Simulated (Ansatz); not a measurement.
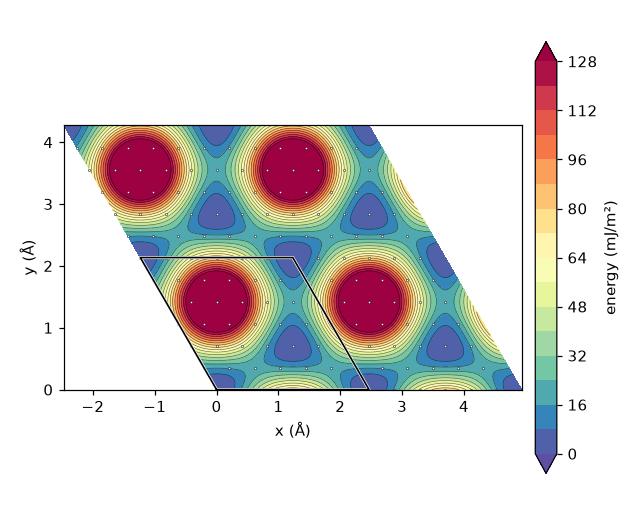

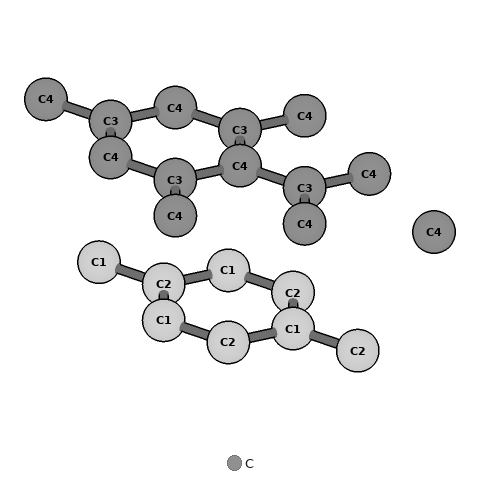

Energy landscape of a bilayer of two C sheets of the honeycomb type, the upper one turned by 180 degrees about the normal (4 atoms in the cell). The upper layer of a bilayer is slid over the lower one; relaxed at each slide: nothing; the origin of the map has C3 above C1; the distance between the facing planes is held at 3.06 Å. Places are given modulo a cell vector. The map is drawn in real space over the plane of the slide. The scan uses a 6 × 6 grid; 7 points were computed and 29 follow by symmetry. Energies: mJ/m², counted from the lowest grid point. At a held distance the lowest stacking need not be the one that binds best once the distance relaxes. Method: Ansatz, DFT PBE+D3(BJ), scalar-relativistic, plane waves, PAW. Settings: cutoff 420 eV, k-mesh 15×15×1, gaussian smearing 0.1 eV, no spin polarisation.

In the figure: filled contours, dots at the grid points, the outline of one cell of the 2 × 2 shown, one colour for all values above the top of the scale. Between grid points the surface is interpolated. The second picture is the structure at the lowest point; the lower layer is drawn fainter.

Q: Where are the wells?

A: The lowest grid point is at (0/6, 0/6) of the cell vectors; the map holds 2 wells of about this depth. No other kind of well shows on this grid. The highest grid point, (2/6, 4/6) of the cell vectors, lies 197 mJ/m² above the lowest. On the interpolated surface the easiest way out of the lowest well to a well of about the same depth near (4/6, 2/6) of the cell vectors passes a barrier of about 19 mJ/m². Facing atoms of the upper layer at the lowest point: C above C, C above a hollow; at the highest: C above C.

Time for the 7 points that were run: 52 s on 1 thread of Intel(R) Xeon(R) Platinum 8375C CPU @ 2.90GHz (Ice Lake), on a shared host.
